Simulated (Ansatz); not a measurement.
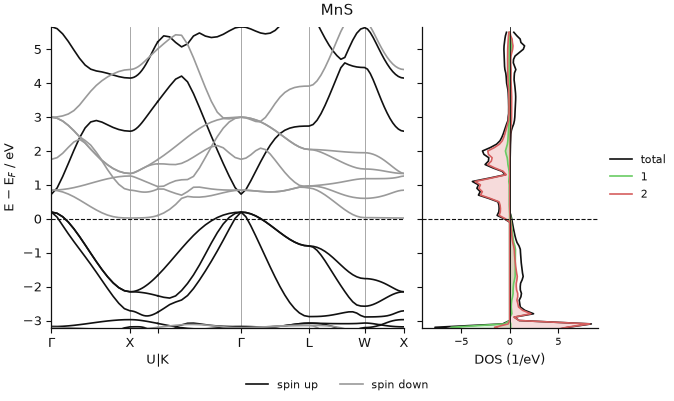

Band structure and density of states. Energies are counted from the Fermi level. The partial curves are projected on Löwdin-orthogonalised atomic shells. Spin-down states are drawn negative.

The material is MnS, space group F-43m, 2 atoms in the cell.

Level of theory: DFT PBEsol, scalar-relativistic, plane waves, PAW, spin-polarised, 14×14×14 k mesh, 420 eV cutoff, Gaussian smearing of 0.1 eV; code Ansatz 0.2.0.

**The numbered curves are projections. Which is which? The candidates: Mn, S.**

1 is S; 2 is Mn.

**Metal or insulator? Look at both spins.**

A half-metal: spin-up bands cross the Fermi level, while the spin-down bands leave a gap of 3.14 eV along the path around it. The cell's moment is 4.9 μB, a whole number as a half-metal requires.
